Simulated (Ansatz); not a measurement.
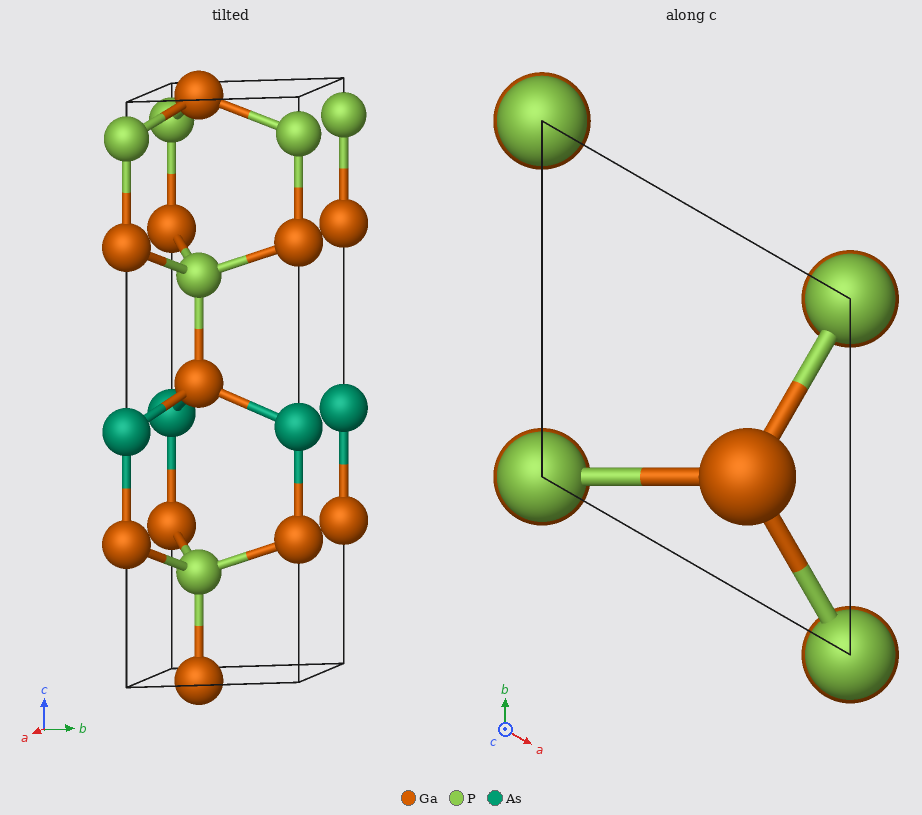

An orthographic ball-and-stick view of the structure, slightly off an axis and along the c axis. The edges of the conventional unit cell are marked. Cell: a = 3.92 Å, b = 3.92 Å, c = 12.94 Å, α = 90.00°, β = 90.00°, γ = 120.00°.

Source of the structure: a structure type filled with these elements by a generator (whether the compound takes this form wasn't checked). Earlier steps of the study, as a rule a relaxation of our own, may have changed the cell and positions, so they can lie some per cent off the listed ones. A calculation with Ansatz used it as input.

Notes on the structure:

The stoichiometry is Ga4AsP3. The lattice is primitive hexagonal and the space group P3m1 (No. 156). Content of the cell: 4 Ga, 1 As, 3 P (Z = 1). About every P there are four Ga in a tetrahedral arrangement at about 2.4 Å. Each As atom has four Ga in a tetrahedral arrangement at about 2.4 Å around it. Taking every contact within bonding distance, one finds Ga 4. The bonds build a three-dimensional framework.

The calculation used DFT r2SCAN, scalar-relativistic, plane waves, PAW (Ansatz 0.2.0), with a kinetic-energy cutoff of 500 eV, k-grid 12×12×2, Gaussian smearing of 0.02 eV, no spin polarisation.

Classify it as metallic or gapped, with the value.

A semiconductor at this level, with a gap of 1.28 eV, direct.

State the Bader charges by element.

Ga +0.80 to +0.91 e; As -0.78 e; P -0.91 e.

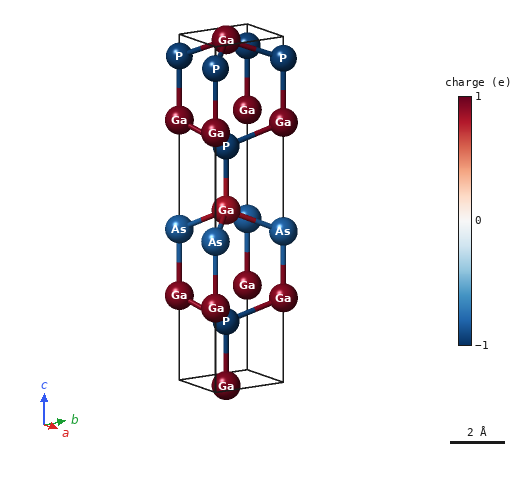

The atoms coloured by those charges. The run's cell of 8 atoms is drawn.

Are forces and stress small enough to call this relaxed?

No. The largest force is 0.07 eV/Å, on Ga. The pressure is -2.5 GPa, so the cell would contract.
